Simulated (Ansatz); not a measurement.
Take the following structure.

```
Ga N
1.0
     4.36856    0.00000    0.00000
     0.00000    4.36856    0.00000
     0.00000    0.00000    4.36856
Ga N
4 4
Direct
  0.00000 0.00000 0.00000
  0.00000 0.50000 0.50000
  0.50000 0.00000 0.50000
  0.50000 0.50000 0.00000
  0.25000 0.25000 0.25000
  0.25000 0.75000 0.75000
  0.75000 0.25000 0.75000
  0.75000 0.75000 0.25000
```

Before looking at a picture, describe the arrangement of atoms.

The structure is one of GaN. The lattice is face-centred cubic and the space group F-43m (No. 216). Its structure type: zinc blende (sphalerite type). It has 8 atoms to the cell (4 Ga, 4 N). About every Ga there are four N in a tetrahedral arrangement at 1.89 Å. The neighbours of N are four Ga in a tetrahedral arrangement at 1.89 Å. The bonds build a three-dimensional framework.

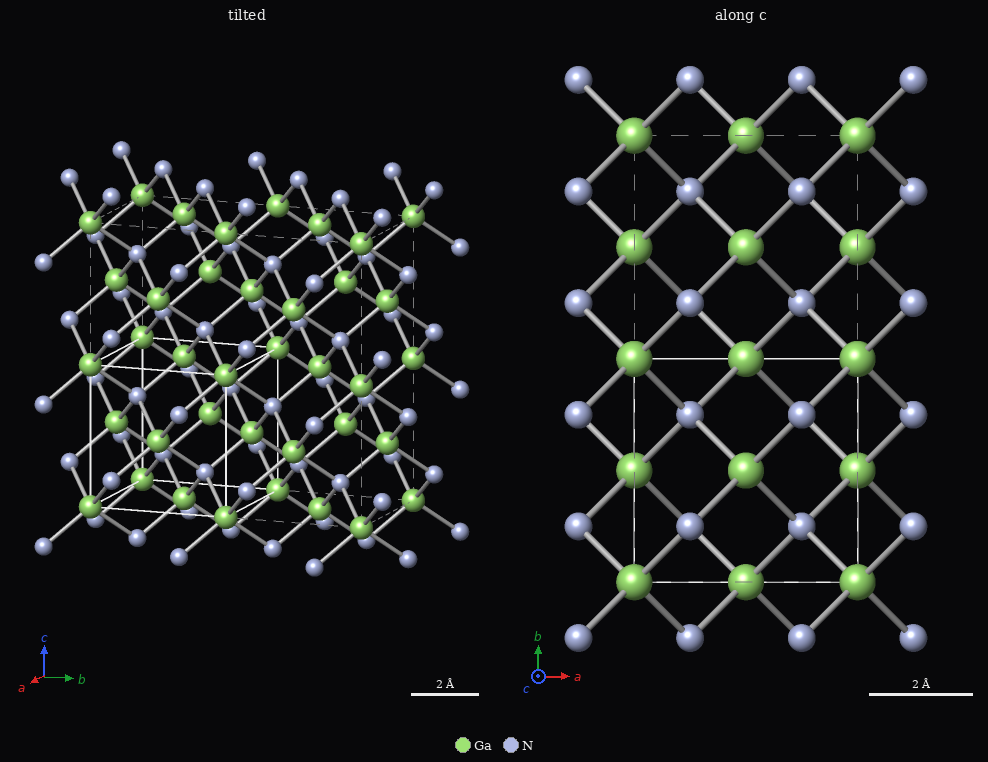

This ball-and-stick model is shown slightly off an axis and along the c axis. The solid frame is a single conventional unit cell within a 1×2×2 block. Some atoms of the next cells are drawn as well. Colours: gallium green, nitrogen light blue.

The structure comes from a structure listed in the Materials Project. It was relaxed with DFT PBEsol, scalar-relativistic, plane waves, PAW in Ansatz 0.2.0 under a constraint or pressure on the cell, so some stress remains.

At this level of theory the cell isn't at rest (compressed, at 20 GPa), so its distances can differ from those at equilibrium, the more so the softer the solid.
